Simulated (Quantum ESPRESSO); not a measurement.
# Band-structure run, with input and output: P (part 2 of 3)

Continued. System: P (Cmce, 4 atoms in the cell). Method: Kohn-Sham DFT of a periodic cell, vdW-DF3-opt2, PseudoDojo 0.4.1 SR PBE standard, no spin polarisation (Quantum ESPRESSO 7.5); cutoff 598.65 eV, 8×8×6 k-mesh, fermi-dirac of 0.05 eV. The structure derives from a Materials Project entry.

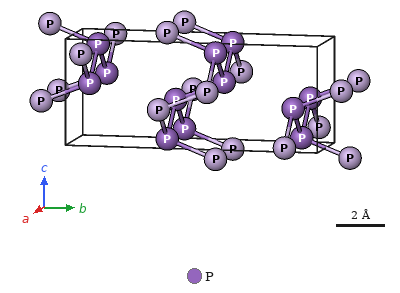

Fig. 1: The structure (ball-and-stick view of the cell 2 times as large as that of the calculation, set on its symmetry axes, seen slightly off an axis; neighbours outside the cell are drawn fainter). An atom can appear more than once, as a periodic image.

Log, continued
```
    -8.1523  -5.7828  -3.3847  -0.4402   0.5606   0.8666   2.7690   3.1321
     4.2559   4.9475   8.0413   8.3818   8.9469   9.8875  11.7266  11.8545

          k = 0.4330 0.0000 0.4188 (  2723 PWs)   bands (ev):

    -7.7539  -6.4238  -2.8436  -1.2255   0.4957   1.0988   2.3348   3.6236
     4.2546   4.3122   8.1918   9.2614   9.7966  10.9329  11.6378  12.4072

          k = 0.4330 0.0000-0.6281 (  2724 PWs)   bands (ev):

    -7.1434  -7.1434  -2.0891  -2.0891   0.7886   0.7886   2.8056   2.8056
     4.3649   4.3649   9.0498   9.0498  10.7203  10.7203  12.1173  12.1173

          k = 0.6495 0.0653 0.0000 (  2729 PWs)   bands (ev):

    -7.3798  -4.7337  -4.5594  -1.8722   0.7317   1.1196   3.0779   3.5663
     3.8370   5.0524   7.3214   7.6999   8.0448   9.0121   9.4050  11.1055

          k = 0.6495 0.0653 0.2094 (  2714 PWs)   bands (ev):

    -7.2530  -5.1509  -4.1534  -1.9984   0.5042   1.1410   2.9323   3.2345
     3.7756   5.0169   7.6807   8.0833   8.4320   8.8684  10.6558  11.1237

          k = 0.6495 0.0653 0.4188 (  2722 PWs)   bands (ev):

    -6.8895  -5.7259  -3.6036  -2.3919   0.3672   1.0825   2.1893   2.9000
     3.8187   4.8131   8.1604   9.0702   9.4607   9.8637  11.3270  12.2586

          k = 0.6495 0.0653-0.6281 (  2718 PWs)   bands (ev):

    -6.3460  -6.3460  -2.9813  -2.9813   0.6540   0.6540   2.3139   2.3139
     4.2432   4.2432   9.5525   9.5525   9.6716   9.6716  12.4150  12.4151

          k = 0.8660 0.1306 0.0000 (  2701 PWs)   bands (ev):

    -6.1645  -6.0889  -3.4864  -3.2793   1.1642   1.2323   3.3907   3.4354
     3.9541   4.3778   7.3234   7.4845   8.1818   8.3505   9.9421  10.1426

          k = 0.8660 0.1306 0.2094 (  2707 PWs)   bands (ev):

    -6.0795  -6.0105  -3.5373  -3.3712   0.9771   1.1110   2.8100   2.9013
     4.3810   4.8249   7.2809   7.6398   9.0370   9.1402   9.9376  10.1040

          k = 0.8660 0.1306 0.4188 (  2714 PWs)   bands (ev):

    -5.8785  -5.8332  -3.6803  -3.6032   0.8213   1.0675   1.9110   2.1909
     4.6588   5.0628   8.1692   8.6493   9.0905   9.5886  10.9785  11.3976

          k = 0.8660 0.1306-0.6281 (  2722 PWs)   bands (ev):

    -5.7427  -5.7427  -3.7636  -3.7636   1.0649   1.0649   1.5647   1.5647
     4.9240   4.9240   8.5616   8.5616  10.2055  10.2055  11.4451  11.4451

          k =-0.6495-0.3264 0.0000 (  2709 PWs)   bands (ev):

    -7.3023  -4.7834  -4.7596  -1.7030   0.7318   1.3567   2.7789   3.3066
     4.2998   4.8497   7.1637   8.1344   8.2352   9.1746   9.5679  10.9765

          k =-0.6495-0.3264 0.2094 (  2716 PWs)   bands (ev):

    -7.1791  -5.2218  -4.2999  -1.8809   0.3819   1.3137   2.7329   3.1421
     4.3117   5.0527   7.5885   8.0397   8.7869   9.0133  10.5167  10.7782

          k =-0.6495-0.3264 0.4188 (  2721 PWs)   bands (ev):

    -6.8285  -5.7394  -3.7293  -2.3817   0.1153   0.9214   2.3220   3.1123
     4.5070   5.2243   7.8752   8.8544   9.3297   9.7035  10.6376  11.9948

          k =-0.6495-0.3264-0.6281 (  2714 PWs)   bands (ev):

    -6.3123  -6.3123  -3.0579  -3.0579   0.3431   0.3431   2.6152   2.6152
     4.9246   4.9246   8.6859   8.6859   9.7221   9.7221  11.8646  11.8647

          k =-0.4330-0.2611 0.0000 (  2714 PWs)   bands (ev):

    -8.2283  -5.6605  -3.6045   0.0306   0.7874   0.8284   2.2667   3.0491
     4.4967   5.7423   7.1918   8.3505   9.5244   9.7631  10.8793  11.5848

          k =-0.4330-0.2611 0.2094 (  2723 PWs)   bands (ev):

    -8.0933  -5.8810  -3.4471  -0.4656   0.4624   1.1268   2.5808   3.1394
     4.5333   5.3779   7.6515   8.7098   8.9322  10.1482  11.1629  11.9544

          k =-0.4330-0.2611 0.4188 (  2732 PWs)   bands (ev):

    -7.7040  -6.4409  -2.9858  -1.3546   0.3391   1.0703   2.7164   3.8175
     4.4926   4.8182   8.4012   8.8013   9.4942  10.5247  11.2587  12.2743

          k =-0.4330-0.2611-0.6281 (  2732 PWs)   bands (ev):

    -7.1147  -7.1147  -2.2585  -2.2585   0.6280   0.6280   3.3277   3.3277
     4.6764   4.6764   9.0243   9.0243   9.9333   9.9333  11.8524  11.8524

          k =-0.2165-0.1958 0.0000 (  2720 PWs)   bands (ev):

    -8.8082  -6.1815  -3.0792   0.3155   1.3780   1.8074   1.9342   3.4371
     4.2399   5.9601   7.6130   8.7362   9.1485  10.0613  11.2640  11.6052

          k =-0.2165-0.1958 0.2094 (  2725 PWs)   bands (ev):

    -8.6686  -6.3890  -3.0613  -0.1771   1.4100   1.6928   2.7820   3.1962
     4.8195   5.1873   8.1974   8.8753   9.2301   9.9443  10.5247  11.7194

          k =-0.2165-0.1958 0.4188 (  2727 PWs)   bands (ev):

    -8.2649  -6.9518  -2.8016  -1.2044   1.6979   2.1469   2.7379   3.9151
     4.2004   5.3760   8.9353   9.1866   9.4527   9.7995   9.9669  11.3308

          k =-0.2165-0.1958-0.6281 (  2736 PWs)   bands (ev):

    -7.6514  -7.6514  -2.1557  -2.1557   2.1806   2.1806   2.9660   2.9660
     5.1596   5.1596   8.9318   8.9318   9.9670   9.9670  10.6361  10.6361

          k = 0.0000-0.1306 0.0000 (  2738 PWs)   bands (ev):

    -9.0159  -6.3246  -2.9981   0.0844   1.7706   1.8485   2.6973   4.0413
     4.2238   5.7497   7.4403   7.7743   8.7424   9.6037  12.2225  13.0158

          k = 0.0000-0.1306 0.2094 (  2728 PWs)   bands (ev):

    -8.8745  -6.5418  -3.0050  -0.2467   1.4998   2.4651   2.8015   4.1423
     4.8091   4.8846   7.8406   8.4168   8.5007   9.4689  11.5195  12.0792

          k = 0.0000-0.1306 0.4188 (  2736 PWs)   bands (ev):

    -8.4652  -7.1244  -2.7739  -1.1951   1.8118   3.0920   3.5852   3.7825
     3.8872   5.7213   8.0416   8.1828   9.3869   9.7478  10.4791  11.6185

          k = 0.0000-0.1306-0.6281 (  2736 PWs)   bands (ev):

    -7.8410  -7.8410  -2.1385  -2.1385   2.5740   2.5740   3.4956   3.4956
     5.1174   5.1174   8.2319   8.2319   9.7135   9.7135  10.9947  10.9947

          k = 0.8660 0.0000 0.0000 (  2711 PWs)   bands (ev):

    -6.1793  -6.0721  -3.5290  -3.2358   1.1479   1.2445   3.3842   3.4483
     3.8725   4.4735   7.2858   7.4661   8.2307   8.3773   9.9033  10.0941

          k = 0.8660 0.0000 0.2094 (  2701 PWs)   bands (ev):

    -6.0930  -5.9953  -3.5720  -3.3369   0.9537   1.1441   2.7776   2.9008
     4.3234   4.9605   7.1627   7.6468   8.9822   9.2129   9.9800  10.1529

          k = 0.8660 0.0000 0.4188 (  2719 PWs)   bands (ev):

    -5.8876  -5.8234  -3.6966  -3.5875   0.7779   1.1268   1.8580   2.2483
     4.5666   5.1243   8.0972   8.7489   9.0279   9.7349  11.0054  11.5134

          k = 0.8660 0.0000-0.6281 (  2722 PWs)   bands (ev):

    -5.7427  -5.7427  -3.7633  -3.7633   1.0208   1.0208   1.6280   1.6280
     4.8659   4.8659   8.7117   8.7117  10.2020  10.2020  11.2170  11.2171

          k = 1.0825 0.0653 0.0000 (  2703 PWs)   bands (ev):

    -7.2674  -4.8427  -4.8030  -1.6296   0.7274   1.4747   2.6437   3.2005
     4.4797   4.7982   7.4234   7.9690   8.1894   9.1160   9.6531  11.2304

          k = 1.0825 0.0653 0.2094 (  2714 PWs)   bands (ev):

    -7.1461  -5.2547  -4.3569  -1.8307   0.3466   1.3515   2.6974   3.0774
     4.6553   4.9734   7.4670   8.2073   8.8406   8.8618  10.6043  10.8740

          k = 1.0825 0.0653 0.4188 (  2717 PWs)   bands (ev):

    -6.8015  -5.7465  -3.7802  -2.3776   0.0343   0.8348   2.4218   3.1789
     4.9191   5.2807   7.5594   9.0594   9.3618   9.6152  10.4677  11.3729

          k = 1.0825 0.0653-0.6281 (  2734 PWs)   bands (ev):

    -6.2980  -6.2980  -3.0897  -3.0897   0.2360   0.2360   2.7473   2.7473
     5.2009   5.2009   8.4464   8.4464   9.7394   9.7394  11.3558  11.3558

          k =-0.4330-0.3917 0.0000 (  2711 PWs)   bands (ev):

    -8.1813  -5.7716  -3.6073   0.0899   0.7691   1.0554   2.0139   2.8954
     4.9084   5.8537   7.1783   8.0088   9.6941   9.9513  11.0961  11.6751

          k =-0.4330-0.3917 0.2094 (  2725 PWs)   bands (ev):

    -8.0483  -5.9550  -3.4848  -0.4698   0.3937   1.2587   2.6105   3.0046
     4.8783   5.6005   7.6181   8.3626   9.1305  10.2704  10.9501  11.8043

          k =-0.4330-0.3917 0.4188 (  2723 PWs)   bands (ev):

    -7.6663  -6.4560  -3.0777  -1.4426   0.2494   1.0336   3.0508   3.8255
     4.8403   5.1588   8.2713   8.7797   9.2628  10.0991  11.1517  11.6077

          k =-0.4330-0.3917-0.6281 (  2720 PWs)   bands (ev):

    -7.0938  -7.0938  -2.3723  -2.3723   0.5447   0.5447   3.6451   3.6451
     5.0020   5.0020   8.7313   8.7313   9.6859   9.6859  11.5665  11.5665

          k =-0.2165-0.3264 0.0000 (  2712 PWs)   bands (ev):

    -8.7576  -6.3028  -3.0555   0.5427   1.2639   1.6961   1.7713   3.4119
     4.6587   6.3380   7.4969   8.6518   9.0684  10.1004  11.3283  11.8712

          k =-0.2165-0.3264 0.2094 (  2722 PWs)   bands (ev):

    -8.6201  -6.4726  -3.0973  -0.2291   1.3696   1.8581   2.6681   3.2403
     5.0646   5.6549   7.9643   8.7746   9.1834   9.9783  10.6713  11.2992

          k =-0.2165-0.3264 0.4188 (  2730 PWs)   bands (ev):

    -8.2239  -6.9696  -2.9331  -1.3768   1.6526   2.5004   2.8461   3.9599
     4.6270   5.5015   8.6980   9.2380   9.3957   9.5599  10.0082  10.5634

          k =-0.2165-0.3264-0.6281 (  2736 PWs)   bands (ev):

    -7.6287  -7.6287  -2.3366  -2.3366   2.1453   2.1453   3.5202   3.5202
     5.1714   5.1714   9.0173   9.0173   9.6008   9.6008  10.2444  10.2444

          k = 0.0000-0.2611 0.0000 (  2712 PWs)   bands (ev):

    -8.9703  -6.4368  -2.9691   0.2702   1.5638   1.6739   2.6621   4.2808
     4.3347   6.1796   7.4991   7.6826   8.8291   9.5637  11.6852  12.3301

          k = 0.0000-0.2611 0.2094 (  2731 PWs)   bands (ev):

    -8.8308  -6.6184  -3.0430  -0.2681   1.5323   2.4535   2.7687   4.1873
     4.9457   5.3613   7.7951   8.2579   8.5543   9.4585  11.5020  11.6303

          k = 0.0000-0.2611 0.4188 (  2735 PWs)   bands (ev):

    -8.4281  -7.1403  -2.9116  -1.3691   2.2055   3.0669   3.6427   3.9044
     4.1927   5.7332   8.0592   8.1221   9.3102   9.4304  10.5865  10.9244

          k = 0.0000-0.2611-0.6281 (  2740 PWs)   bands (ev):

    -7.8202  -7.8202  -2.3253  -2.3253   3.0811   3.0811   3.4867   3.4867
     5.0577   5.0577   8.2378   8.2378   9.7990   9.7990  10.2536  10.2536

          k = 1.2991 0.0000 0.0000 (  2716 PWs)   bands (ev):

    -8.1608  -5.8179  -3.6084   0.1198   0.7541   1.1936   1.8612   2.8396
     5.1238   5.8938   7.4264   7.5144   9.7241  10.0307  11.2014  11.9660

          k = 1.2991 0.0000 0.2094 (  2729 PWs)   bands (ev):

    -8.0288  -5.9868  -3.4990  -0.4678   0.3598   1.3061   2.7087   2.8680
     5.0834   5.6549   7.7768   7.9739   9.2276  10.2928  11.2035  11.3969

          k = 1.2991 0.0000 0.4188 (  2717 PWs)   bands (ev):

    -7.6500  -6.4630  -3.1139  -1.4785   0.2146   1.0195   3.2150   3.7906
     5.0930   5.2373   8.1058   8.8926   9.1423   9.9544  11.1263  11.2675

          k = 1.2991 0.0000-0.6281 (  2706 PWs)   bands (ev):

    -7.0851  -7.0851  -2.4181  -2.4181   0.5147   0.5147   3.7633   3.7633
     5.1823   5.1823   8.5029   8.5029   9.6802   9.6802  11.4061  11.4061

          k =-0.2165-0.4570 0.0000 (  2704 PWs)   bands (ev):

    -8.7195  -6.3893  -3.0384   0.7955   1.1917   1.4179   1.7337   3.4149
     5.1519   6.5994   7.1377   8.5387   9.0203  10.1230  11.4206  12.1572

          k =-0.2165-0.4570 0.2094 (  2720 PWs)   bands (ev):

    -8.5835  -6.5344  -3.1169  -0.2820   1.3374   2.0874   2.4867   3.2588
     5.4246   5.9577   7.6625   8.6119   9.1559   9.9950  10.7914  11.0968

          k =-0.2165-0.4570 0.4188 (  2730 PWs)   bands (ev):

    -8.1933  -6.9844  -3.0158  -1.4943   1.6232   2.6157   3.1777   3.7952
     5.0362   5.6637   8.3810   9.2108   9.3314   9.4881  10.0182  10.0895

          k =-0.2165-0.4570-0.6281 (  2734 PWs)   bands (ev):

    -7.6123  -7.6123  -2.4547  -2.4547   2.1264   2.1264   3.9713   3.9713
     5.1534   5.1534   9.0054   9.0054   9.1860   9.1860  10.2024  10.2024

          k = 0.0000-0.3917 0.0000 (  2706 PWs)   bands (ev):

    -8.9215  -6.5498  -2.9391   0.5320   1.3790   1.3885   2.6291   4.3358
     4.8467   6.6288   7.2028   7.6071   8.8941   9.5259  11.4847  12.4384

          k = 0.0000-0.3917 0.2094 (  2715 PWs)   bands (ev):

    -8.7840  -6.6986  -3.0706  -0.3322   1.6842   2.3389   2.7377   4.2303
     5.2869   5.8441   7.7040   7.8845   8.5788   9.4514  10.9966  11.7420

          k = 0.0000-0.3917 0.4188 (  2734 PWs)   bands (ev):

    -8.3888  -7.1590  -3.0306  -1.5369   2.7128   3.0431   3.4914   3.9203
     4.7686   5.7978   7.9674   8.1086   8.8212   9.4785  10.1658  10.6967

          k = 0.0000-0.3917-0.6281 (  2738 PWs)   bands (ev):

    -7.7989  -7.7989  -2.4939  -2.4939   3.4778   3.4778   3.6831   3.6831
     4.9328   4.9328   8.2220   8.2220   9.5822   9.5822   9.8888   9.8888

          k =-1.7321 0.0000 0.0000 (  2708 PWs)   bands (ev):

    -8.9003  -6.5969  -2.9264   0.7210   1.1833   1.3073   2.6160   4.3581
     5.1972   6.8267   6.8828   7.5802   8.9142   9.5108  11.8616  12.3658

          k =-1.7321 0.0000 0.2094 (  2718 PWs)   bands (ev):

    -8.7637  -6.7330  -3.0794  -0.3677   1.8106   2.2279   2.7254   4.2476
     5.5630   6.0115   7.5170   7.7714   8.5758   9.4493  10.8102  11.7887

          k =-1.7321 0.0000 0.4188 (  2728 PWs)   bands (ev):

    -8.3717  -7.1677  -3.0753  -1.6045   3.0335   3.1509   3.1998   3.9265
     5.0482   5.8496   7.8470   8.1470   8.6020   9.4997   9.8414  10.7434

          k =-1.7321 0.0000-0.6281 (  2732 PWs)   bands (ev):

    -7.7900  -7.7900  -2.5595  -2.5595   3.4742   3.4742   4.0150   4.0150
     4.8136   4.8136   8.1983   8.1983   9.3181   9.3181   9.9273   9.9273

     the Fermi energy is     6.8541 ev

!    total energy              =     -55.46681215 Ry
     estimated scf accuracy    <          1.8E-10 Ry
     smearing contrib. (-TS)   =      -0.00003759 Ry
     internal energy E=F+TS    =     -55.46677456 Ry

     The total energy is F=E-TS. E is the sum of the following terms:
     one-electron contribution =       3.19025869 Ry
     hartree contribution      =       7.26922085 Ry
     xc contribution           =     -16.44785631 Ry
     ewald contribution        =     -49.47839779 Ry

     convergence has been achieved in   9 iterations

     Forces acting on atoms (cartesian axes, Ry/au):

     atom    1 type  1   force =    -0.00000000    0.01324106   -0.01733477
     atom    2 type  1   force =    -0.00000000   -0.01324106    0.01733477
     atom    3 type  1   force =    -0.00000000   -0.01324106   -0.01733477
     atom    4 type  1   force =     0.00000000    0.01324106    0.01733477

     Total force =     0.043627     Total SCF correction =     0.000028

     Computing stress (Cartesian axis) and pressure

          total   stress  (Ry/bohr**3)                   (kbar)     P=       13.29
   0.00010199   0.00000000   0.00000000           15.00        0.00        0.00
  -0.00000000   0.00007243   0.00000000           -0.00       10.65        0.00
   0.00000000   0.00000000   0.00009662            0.00        0.00       14.21

=------------------------------------------------------------------------------=
   JOB DONE.
=------------------------------------------------------------------------------=
```

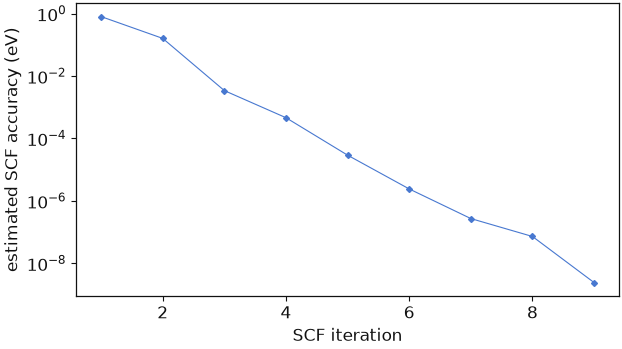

Fig. 2: Convergence of the self-consistent field: estimated SCF accuracy against the iteration. The field takes 9 iterations in all.

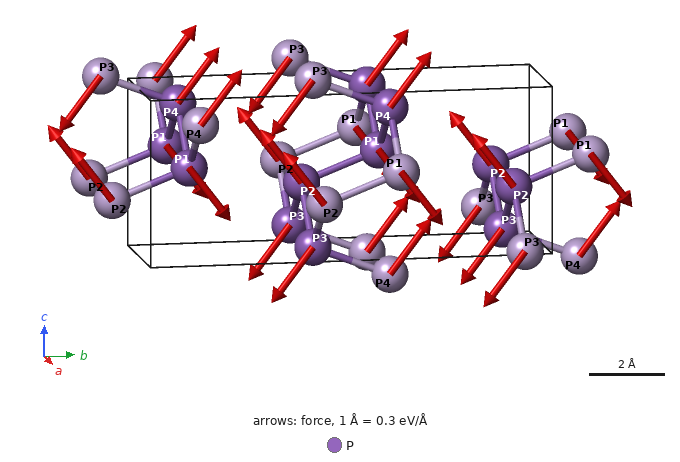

Fig. 3: Forces on the atoms as red arrows (ball-and-stick view of the cell 2 times as large as that of the calculation, set on its symmetry axes, seen slightly off an axis; neighbours outside the cell are drawn fainter; atoms are numbered from 1 in the order of the input). The largest act on all 4 P atoms (0.56 eV/Å). The geometry is not a stationary point of this energy.

The run was set up as follows.

Input file
```
&CONTROL
  calculation = 'scf'
  prefix = 'pwscf'
  outdir = './tmp'
  pseudo_dir = './pseudo'
  tprnfor = .true.
  tstress = .true.
  disk_io = 'low'
/
&SYSTEM
  ibrav = 0
  A = 5.70803773
  nat = 4
  ntyp = 1
  ecutwfc = 44
  nbnd = 16
  input_dft = 'vdw-df3-opt2'
  occupations = 'smearing'
  smearing = 'fd'
  degauss = 0.00367493
/
&ELECTRONS
  conv_thr = 8d-10
  electron_maxstep = 120
  mixing_beta = 0.5
/
ATOMIC_SPECIES
P     30.9738 P.upf
CELL_PARAMETERS alat
   0.2886706784   -0.9574284515    0.0000000000
   0.2886706784    0.9574284515    0.0000000000
   0.0000000000    0.0000000000    0.7960065797
ATOMIC_POSITIONS alat
P      0.2886706784   -0.7738762623    0.4687007495
P      0.2886706784    0.7738762623    0.3273058301
P      0.2886706784   -0.1835521892    0.0706974597
P      0.2886706784    0.1835521892    0.7253091200
K_POINTS automatic
8 8 6 0 0 0
```

File bands.in
```
&CONTROL
  calculation = 'bands'
  prefix = 'pwscf'
  outdir = './tmp'
  pseudo_dir = './pseudo'
  disk_io = 'low'
  verbosity = 'high'
/
&SYSTEM
  ibrav = 0
  A = 5.70803773
  nat = 4
  ntyp = 1
  ecutwfc = 44
  nbnd = 16
  input_dft = 'vdw-df3-opt2'
  occupations = 'smearing'
  smearing = 'fd'
  degauss = 0.00367493
/
&ELECTRONS
  conv_thr = 1d-08
  electron_maxstep = 120
  mixing_beta = 0.5
  diago_full_acc = .true.
/
ATOMIC_SPECIES
P     30.9738 P.upf
CELL_PARAMETERS alat
   0.2886706784   -0.9574284515    0.0000000000
   0.2886706784    0.9574284515    0.0000000000
   0.0000000000    0.0000000000    0.7960065797
ATOMIC_POSITIONS alat
P      0.2886706784   -0.7738762623    0.4687007495
P      0.2886706784    0.7738762623    0.3273058301
P      0.2886706784   -0.1835521892    0.0706974597
P      0.2886706784    0.1835521892    0.7253091200
K_POINTS crystal
60
 0.0000000000  0.0000000000  0.0000000000 1
 0.0454544179  0.0454544179  0.0000000000 1
 0.0909088358  0.0909088358  0.0000000000 1
 0.1363632536  0.1363632536  0.0000000000 1
 0.1818176715  0.1818176715  0.0000000000 1
 0.2272720894  0.2272720894  0.0000000000 1
 0.2727265073  0.2727265073  0.0000000000 1
 0.0000000000  0.5000000000  0.0000000000 1
 0.0000000000  0.5000000000  0.1250000000 1
 0.0000000000  0.5000000000  0.2500000000 1
 0.0000000000  0.5000000000  0.3750000000 1
 0.0000000000  0.5000000000  0.5000000000 1
 0.2727265073  0.2727265073  0.5000000000 1
 0.2337655777  0.2337655777  0.5000000000 1
 0.1948046481  0.1948046481  0.5000000000 1
 0.1558437184  0.1558437184  0.5000000000 1
 0.1168827888  0.1168827888  0.5000000000 1
 0.0779218592  0.0779218592  0.5000000000 1
 0.0389609296  0.0389609296  0.5000000000 1
 0.0000000000  0.0000000000  0.5000000000 1
 0.0000000000  0.0000000000  0.4000000000 1
 0.0000000000  0.0000000000  0.3000000000 1
 0.0000000000  0.0000000000  0.2000000000 1
 0.0000000000  0.0000000000  0.1000000000 1
 0.0000000000  0.0000000000  0.0000000000 1
-0.1250000000  0.1250000000  0.0000000000 1
-0.2500000000  0.2500000000  0.0000000000 1
-0.3750000000  0.3750000000  0.0000000000 1
-0.5000000000  0.5000000000  0.0000000000 1
-0.4675323582  0.5324676418  0.0000000000 1
-0.4350647164  0.5649352836  0.0000000000 1
-0.4025970745  0.5974029255  0.0000000000 1
-0.3701294327  0.6298705673  0.0000000000 1
-0.3376617909  0.6623382091  0.0000000000 1
-0.3051941491  0.6948058509  0.0000000000 1
-0.2727265073  0.7272734927  0.0000000000 1
-0.2727265073  0.7272734927  0.1000000000 1
-0.2727265073  0.7272734927  0.2000000000 1
-0.2727265073  0.7272734927  0.3000000000 1
-0.2727265073  0.7272734927  0.4000000000 1
-0.2727265073  0.7272734927  0.5000000000 1
-0.3051941491  0.6948058509  0.5000000000 1
-0.3376617909  0.6623382091  0.5000000000 1
-0.3701294327  0.6298705673  0.5000000000 1
-0.4025970745  0.5974029255  0.5000000000 1
-0.4350647164  0.5649352836  0.5000000000 1
-0.4675323582  0.5324676418  0.5000000000 1
-0.5000000000  0.5000000000  0.5000000000 1
-0.5000000000  0.5000000000  0.4166666667 1
-0.5000000000  0.5000000000  0.3333333333 1
-0.5000000000  0.5000000000  0.2500000000 1
-0.5000000000  0.5000000000  0.1666666667 1
-0.5000000000  0.5000000000  0.0833333333 1
-0.5000000000  0.5000000000  0.0000000000 1
 0.0000000000  0.0000000000  0.5000000000 1
-0.1000000000  0.1000000000  0.5000000000 1
-0.2000000000  0.2000000000  0.5000000000 1
-0.3000000000  0.3000000000  0.5000000000 1
-0.4000000000  0.4000000000  0.5000000000 1
-0.5000000000  0.5000000000  0.5000000000 1
```
